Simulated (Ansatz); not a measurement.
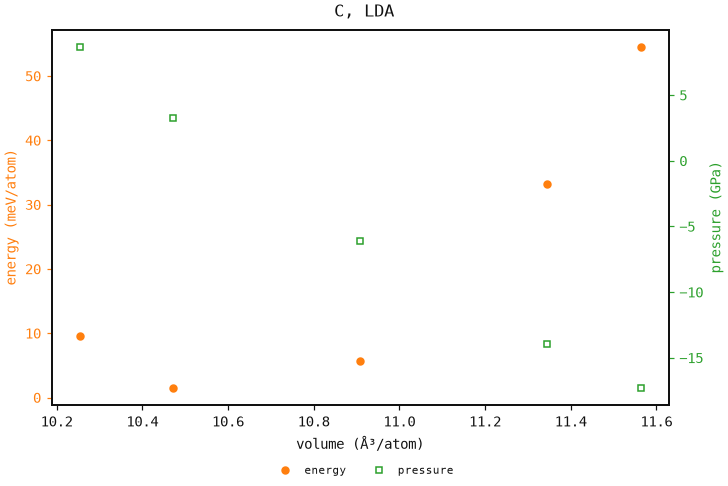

The figure shows the energy and pressure against volume for C, space group R-3m (No. 166).

Structure:
```yaml
crystal:
  lattice:
    - [1.23319, 0.71198, 8.28262]
    - [-1.23319, 0.71198, 8.28262]
    - [0.00000, -1.42396, 8.28262]
  atoms:
    - { symbol: C, position: [0.08717, 0.08717, 0.08717] }
    - { symbol: C, position: [0.75385, 0.75385, 0.75385] }
    - { symbol: C, position: [0.24615, 0.24615, 0.24615] }
    - { symbol: C, position: [0.91283, 0.91283, 0.91283] }
```

How it was computed, with Ansatz 0.2.0: all-electron LAPW DFT, no spin polarisation; energies at scaled volumes of the given cell, shape and fractions fixed, counted from the fit's minimum, third-order Birch-Murnaghan fit. Level: LDA.

k mesh 12×12×12; occupations Fermi–Dirac; smearing width 0.05 eV; potentials all electron LAPW, scalar relativistic; program settings basis error eV/atom 0.002.

The points at volume 10.69 Å³/atom and 11.13 Å³/atom are left out of the plot. What values does the calculation give there?

```
volume (Å³/atom)  energy (meV/atom)  pressure (GPa)
           10.69               0.38           -1.63
           11.13              16.83          -10.19
```

Limits of the calculation: shape and atomic fractions are frozen while scaling, which makes layered, chain and framework solids too stiff.
